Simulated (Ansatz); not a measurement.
**RbBr: density, localisation and related maps**

```cif
data_structure
_symmetry_space_group_name_H-M 'P 1'
_symmetry_Int_Tables_number 1
_cell_length_a 4.1929
_cell_length_b 4.1929
_cell_length_c 4.1929
_cell_angle_alpha 90.000
_cell_angle_beta 90.000
_cell_angle_gamma 90.000
_cell_volume 73.71
loop_
_atom_site_label
_atom_site_type_symbol
_atom_site_fract_x
_atom_site_fract_y
_atom_site_fract_z
_atom_site_occupancy
Rb1 Rb 0.00000 0.00000 0.88428 1
Br1 Br 0.50000 0.50000 0.62378 1
```

Space group P4mm; a structure from a database of computed crystals, not necessarily the ambient phase; changed on purpose from its base cell (mode 4 frozen in at -0.519 Å, equal normal strain along x and y +0.0000); not relaxed (largest force 0.7 eV/Å); computed pressure about 4 GPa in this cell.

Method: DFT PBE, scalar-relativistic, plane waves, PAW in Ansatz 0.2.0.

In a PAW calculation such maps are meaningful between the atoms, not at the nuclei.

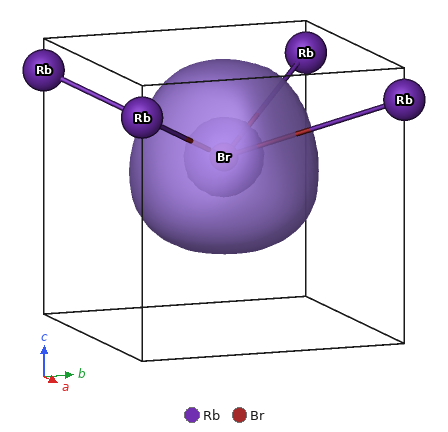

Figure 1. Isosurface of the electron localisation function at 0.65 (purple), seen slightly off an axis. Only the valence region is drawn (cores and ρ < 0.01 e/Å³ removed). Sticks mark near contacts.

Identify the bonds, lone pairs and shells in this picture.

Answer. The surface consists of one region wrapped around Br (its valence shell), counted in one cell of 2 atoms. Regions shared between cells count once.


Rb–Br (3.16 Å): the ELF is about 0.10 at the midpoint: a largely ionic contact.

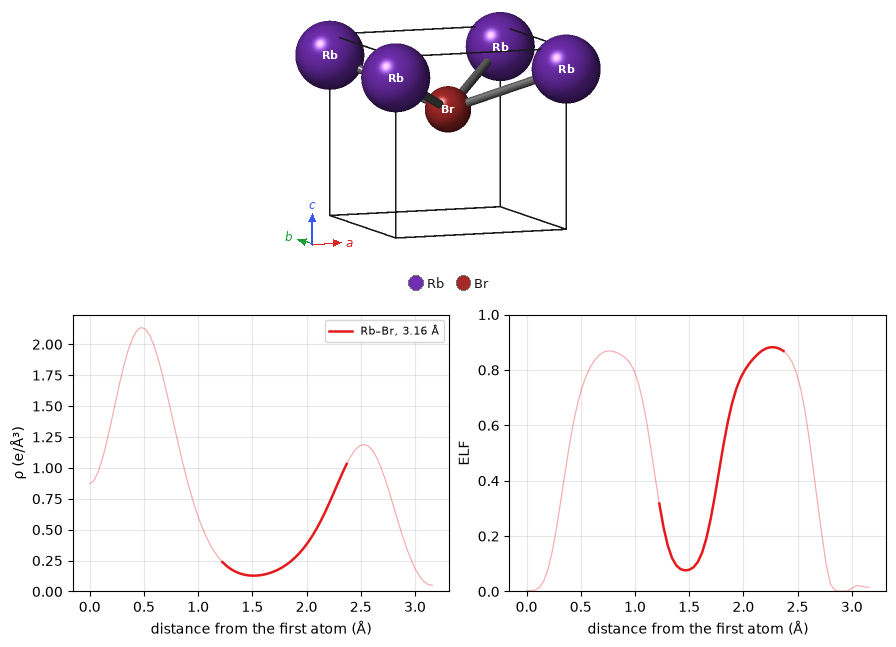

Figure 2. Valence electron density and electron localisation function along straight lines between neighbouring atoms. Thin, pale parts lie inside the atomic spheres. The structure is drawn too.

What kind of bonding do the profiles show?

Answer. Rb–Br (3.16 Å): ρ is about 0.13 e/Å³ halfway; the ELF is about 0.10 at the midpoint: a largely ionic contact.

Metal or insulator at this level of theory?

Answer. It is gapped, with a Kohn–Sham gap of 3.9 eV on the k-point mesh, an upper bound to the gap of this method.
